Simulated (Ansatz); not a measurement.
**AlN (P6_3mc): refractive index against wavelength**

The refractive index of AlN (P6_3mc) along x below the direct gap (4.21 eV on the mesh) is read from one computed spectrum, n = √(Re ε). x, y and z are the Cartesian axes of the input cell.

The structure is hexagonal, space group P6_3mc (No. 186). Conventional cell: a = 3.113 Å, b = 3.113 Å, c = 4.981 Å, α = 90.00°, β = 90.00°, γ = 120.00°. Al on site b has 4 N at 1.89 Å as nearest neighbours. N on site b is surrounded by 4 Al at 1.89 Å.

Method: Ansatz 0.2.0, PBE, independent particles, k-mesh 9×9×5 with interpolation inside its cells, Gaussian parameter 0.1 eV.

Launch of the response step: `ansatz run input.yaml --threads 4 --pin off --max-ram 8192MiB --backend cpu --events-out ev --progress --plain --runs-dir out`. The run took 33 s, on 4 threads of AMD EPYC (Zen 3), on a shared host.

```
wavelength (nm)  photon energy E (eV)       n
           1310                 0.946  2.1528
           1064                 1.165  2.1582
            850                 1.459  2.1675
            700                 1.771  2.1801
            633                 1.959  2.1890
            532                 2.331  2.2103
            450                 2.755       ?
```

In the single-oscillator model n² − 1 = E₀E_d/(E₀² − E²), so 1/(n² − 1) = E₀/E_d − E²/(E₀E_d) is linear in E².

Working, on the rows shown:

| x = E² (eV²) | y = 1/(n² − 1) |
| --- | --- |
| 0.895757 | 0.275137 |
| 1.35784 | 0.273386 |
| 2.12762 | 0.270412 |
| 3.13716 | 0.266465 |
| 3.83641 | 0.263732 |
| 5.43137 | 0.257372 |

Means: x̄ = 2.7977, ȳ = 0.26775. Σ(x − x̄)(y − ȳ) = -0.05589, Σ(x − x̄)² = 14.27. Slope = -0.05589 / 14.27 = -0.003917; intercept = ȳ − slope · x̄ = 0.27871. Turned back into n, the line misses the rows shown by at most 0.00022.

Problem. Fill in the last column of the withheld row.

Solution. At x = 7.5912 the line gives y = 0.24898, that is 2.2397. The run gave 2.2414, so the extrapolation is off by 0.0017, 1.9 % of the range in the table.

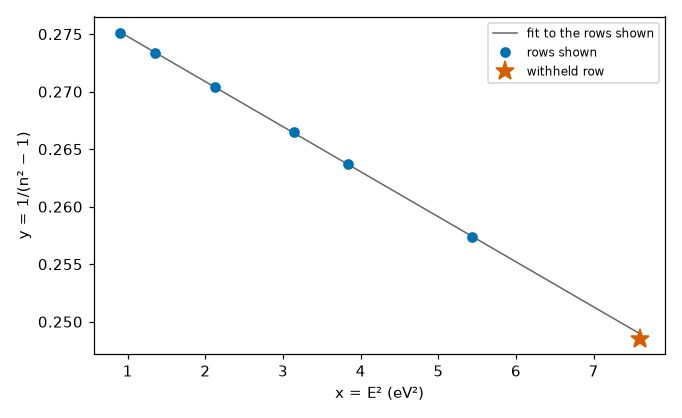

Refitted with all rows, the slope is -0.003972 and the intercept 0.27884. These give E₀ = √(intercept/−slope) = 8.38 eV and E_d = E₀/intercept = 30.0 eV; E₀ is 2.0 times the direct gap. The electronic limit at long wavelengths, without lattice vibrations, is n = √(1 + 1/intercept) = 2.142. The cell comes from an older database entry, whose edges can be off by a per cent or so. Excitons are left out and so are local fields; PBE gaps are as a rule too small.

[Logs are printed without paths, hosts, clocks, repeated set-up lines and the standing remarks that a program may print on its own settings, such as how far it seeks lower states.]
